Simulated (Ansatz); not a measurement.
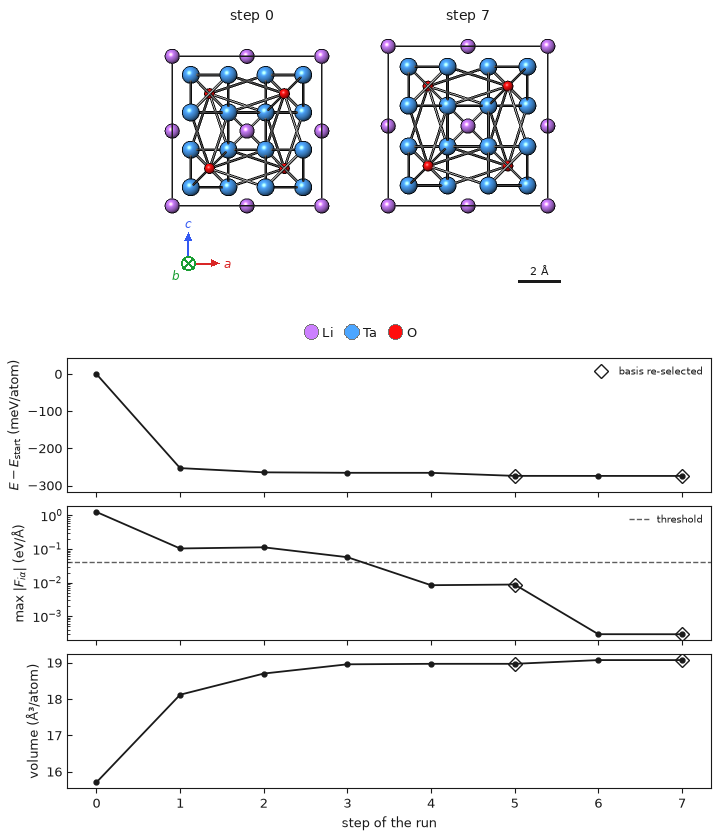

First and last geometry of a relaxation of solid LiTa$_{4}$O (a generated structure, set up in F-43m) (coarse preliminary run), with the history of the run. Style: ball-and-stick. Shown: the conventional cell (4 times the calculation's cell), along the b axis. Lengths and directions refer to the drawn axes.

All numbers below come from DFT PBE, scalar-relativistic, plane waves, PAW in Ansatz 0.2.0.

The input:
```yaml
crystal:
  lattice:
    - [0.0, 3.61195028, 3.61195028]
    - [3.61195028, 0.0, 3.61195028]
    - [3.61195028, 3.61195028, 0.0]
  atoms:
    - { symbol: Li, position: [0.0, 0.0, 0.0] }
    - { symbol: Ta, position: [0.87309197, 0.37563601, 0.37563601] }
    - { symbol: Ta, position: [0.37563601, 0.37563601, 0.37563601] }
    - { symbol: Ta, position: [0.37563601, 0.87309197, 0.37563601] }
    - { symbol: Ta, position: [0.37563601, 0.37563601, 0.87309197] }
    - { symbol: O, position: [0.75, 0.75, 0.75] }
basis:
  ecutwfc: 420
kpoints:
  mp_grid: { grid: [4, 4, 4] }
hamiltonian:
  xc: pbe
scf:
  occupations: { method: gaussian, width: 0.1 }
  lower_state_search: "off"
output:
  forces: true
  stress: true
  eigenvalues: true
relax:
  adjacent_minimum: "off"
  f_tol: 0.04
  max_steps: 70
  cell: { stress_tol: 0.4 }
```

Launched with:
```bash
ansatz run input.yaml --threads 1 --pin off --max-ram 2560MiB --backend cpu --events-out ev --progress --plain --runs-dir out
```

### Did the run converge, and what did it change?

It converged. The largest moves relative to the cell, 0.047 Å, are those of Ta2, Ta3, Ta4 and Ta5. Ta3 goes along [−1 1 −1]. O and Li stay in place. Cell: a = b = c 7.224 → 7.707 Å (+6.7 %). Volume +21.4 %. Some distances before and after: Ta2–Ta3 2.541 → 2.788 Å, Ta2–O6 2.993 → 3.202 Å, Ta2–Ta3 (another image) 2.567 → 2.662 Å. The space group stays F-43m (No. 216). The energy falls by 274 meV per atom in 5 accepted moves (7 points after the start). The largest force component goes from 1.3 to 0.00029 eV/Å. The pressure goes from 27.93 to 0.00 GPa. At 2 points the geometry stayed and the basis and grid were re-selected for the new cell (energy shift of 8.2 meV per atom at most each time).
